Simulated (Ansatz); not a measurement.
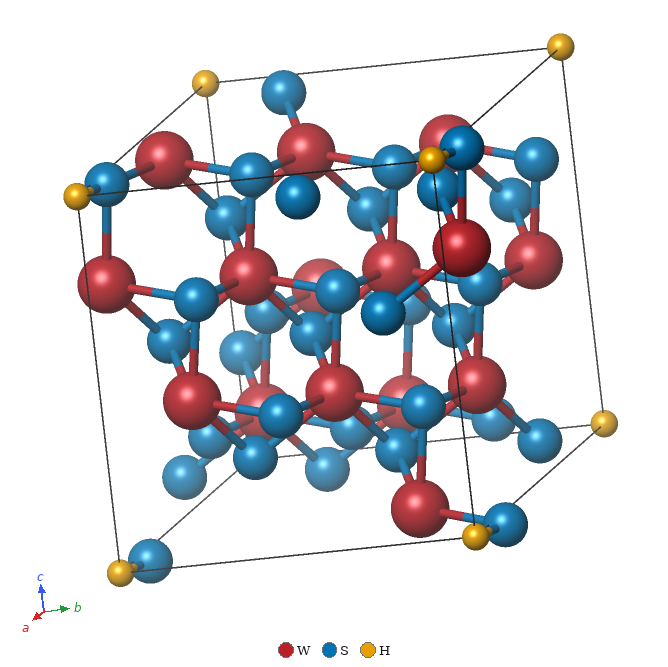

Ball-and-stick representation of a periodic structure, projected slightly off an axis. The wireframe shows the simulation cell.

HW₁₃S₂₆, a = 10.00 Å, b = 10.00 Å, c = 10.00 Å, α = 70.19°, β = 70.19°, γ = 70.19°.

Setup: DFT PBE, scalar-relativistic, plane waves, PAW (Ansatz); cutoff 420 eV, a 2×2×2 k-point mesh, Gaussian smearing of 0.01 eV, collinear spins. The state is ferromagnetic, in a cell of 40 atoms.

Is it conducting or gapped at this level?

A semiconductor at this level, with a gap of 0.43 eV on the k-mesh (the true edges may lie between mesh points, so the gap can be somewhat smaller).

The structure comes from a structure listed in the Materials Project, repeated into a supercell with a point defect put in. The atoms were relaxed in a fixed cell with DFT PBE, scalar-relativistic, plane waves, PAW (Ansatz).
